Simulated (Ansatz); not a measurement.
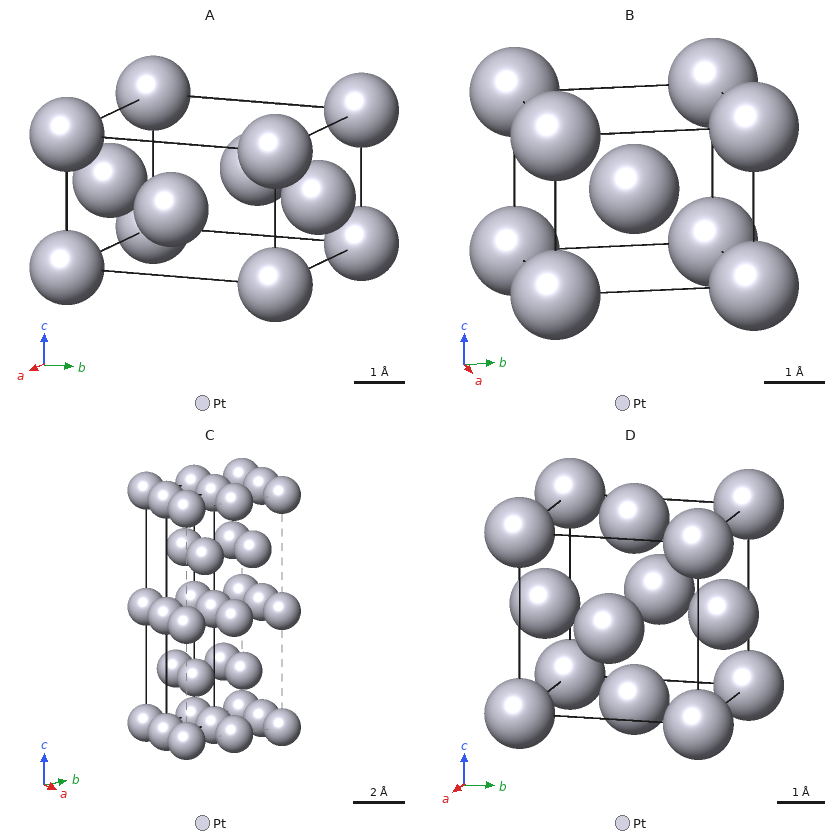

Four structures of Pt, each relaxed to rest (conventional cells in solid outline, small ones repeated, each panel with its own scale). Method: Ansatz, DFT PBE, scalar-relativistic, plane waves, PAW, without spin polarisation.

What are the structures shown?

A: 3 atoms a cell on a primitive tetragonal lattice, P4/mmm; B: 2 atoms a cell on a body-centred tetragonal lattice, I4/mmm; C: double hexagonal close-packed (α-La type), P6_3/mmc; D: face-centred cubic (Cu type), Fm-3m.

Which of these is lowest in energy, and how far above it do the others lie?

D, then B (+8 meV/atom), C (+33 meV/atom) and A (+385 meV/atom), energies at zero smearing.

Collect the results in a table.

| panel | structure | E − E(lowest) (meV/atom) | volume (Å³/atom) | gap (eV) |
| --- | --- | --- | --- | --- |
| D | Fm-3m | 0 | 15.6 | metal |
| B | I4/mmm | 8 | 15.8 | metal |
| C | P6_3/mmc | 33 | 15.7 | metal |
| A | P4/mmm | 385 | 18.9 | metal |

Some of these may be structure types tried for this composition rather than known phases, and the most stable form need not be among them. Gaps are taken on the k-mesh or band path of each run.
